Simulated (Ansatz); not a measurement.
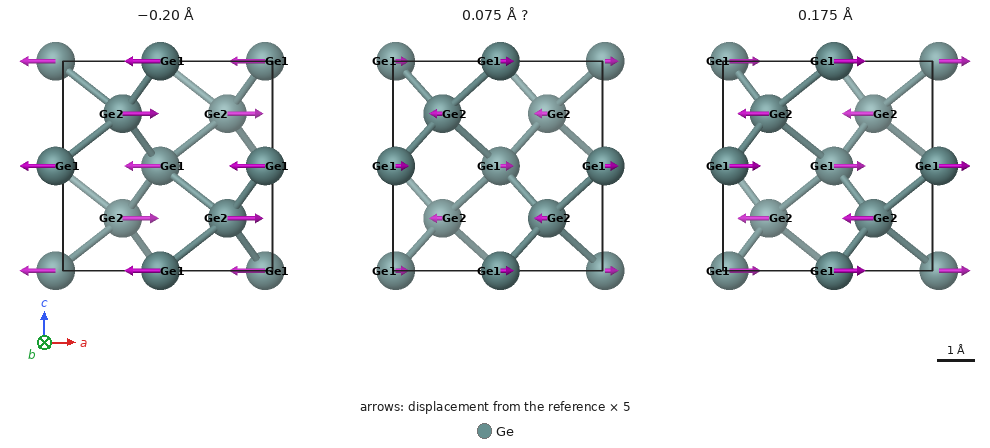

Crystalline Ge (Fd-3m): a normal mode at the zone centre (one arbitrary combination within a set of 3 degenerate modes) is frozen in with the cell fixed, the amplitude being the largest displacement of an atom. Style: ball-and-stick. Shown: the conventional cell (4 times the calculation's cell), along the b axis. Purple arrows: displacements from the reference. Lengths and directions refer to the drawn axes.

Method: DFT PBE, scalar-relativistic, plane waves, PAW in Ansatz 0.2.0. (plane-wave cutoff 420 eV; k-point mesh 18 × 18 × 18; occupations gaussian; smearing width 0.15 eV; no spin polarisation). Energies (free energies at the smearing named) are counted from the relaxed crystal.

| largest displacement (Å) | ΔE (meV/cell) |
| --- | --- |
| −0.200 | 739 |
| −0.100 | 198 |
| 0.000 | 0 |
| 0.025 | 13 |
| 0.050 | 50 |
| 0.075 | ? |
| 0.125 | 305 |
| 0.150 | 433 |
| 0.175 | 578 |

**Estimate the missing energy from the other rows, and compare with the calculation.**

A straight line between the two neighbours gives 135 meV/cell. A cubic through the four nearest rows (0.025, 0.050, 0.125, 0.150) gives, with Lagrange weights, (−0.3000)(13) + (1.0000)(50) + (0.5000)(305) + (−0.2000)(433) = 112 meV/cell. The calculation gives 112 meV/cell, so the cubic is right to the digits shown and the straight line 23 meV/cell too high, as the curve bends upwards here.

The whole profile:

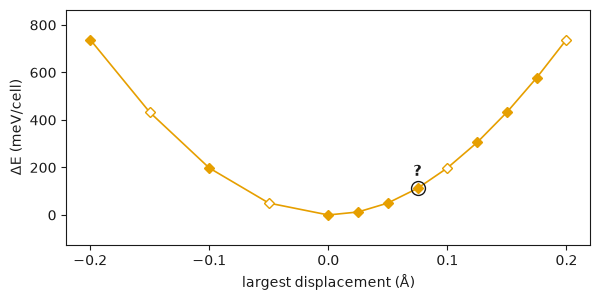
